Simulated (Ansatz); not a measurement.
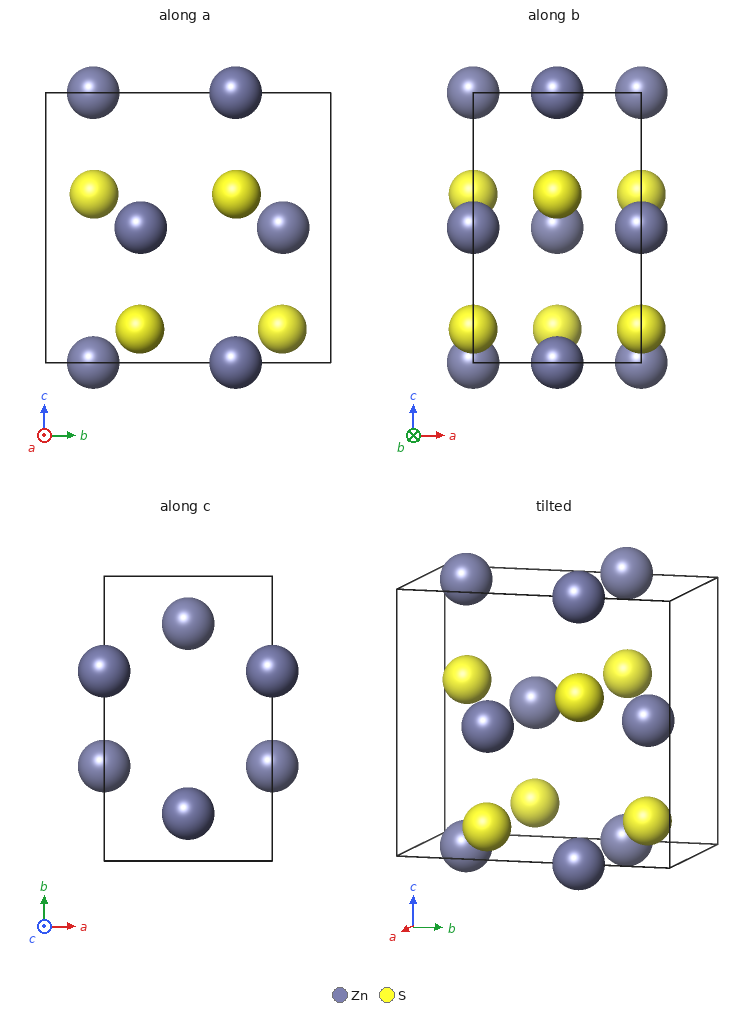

The structure above is drawn in spheres-only style and viewed along the a axis, along the b axis, along the c axis and slightly off an axis. The wireframe shows the conventional unit cell.

Lattice parameters: a = 3.891 Å, b = 6.591 Å, c = 6.244 Å, α = 90.00°, β = 90.00°, γ = 90.00°. Put a along x and b in the xy plane.

### Give the structure in the form of a POSCAR file, with free fractional coordinates to two decimals.

```
Zn S
1.0
     3.891    0.000    0.000
     0.000    6.591    0.000
     0.000    0.000    6.244
Zn S
4 4
Direct
  0.00 0.67 0.00
  0.00 0.33 0.50
  0.50 0.17 0.00
  0.50 0.83 0.50
  0.00 0.67 0.62
  0.00 0.33 0.12
  0.50 0.17 0.62
  0.50 0.83 0.12
```

It goes back to a structure type filled with these elements by a generator (whether the compound takes this form wasn't checked). The cell was then strained or its atoms displaced on purpose. It was the input of a calculation with Ansatz.
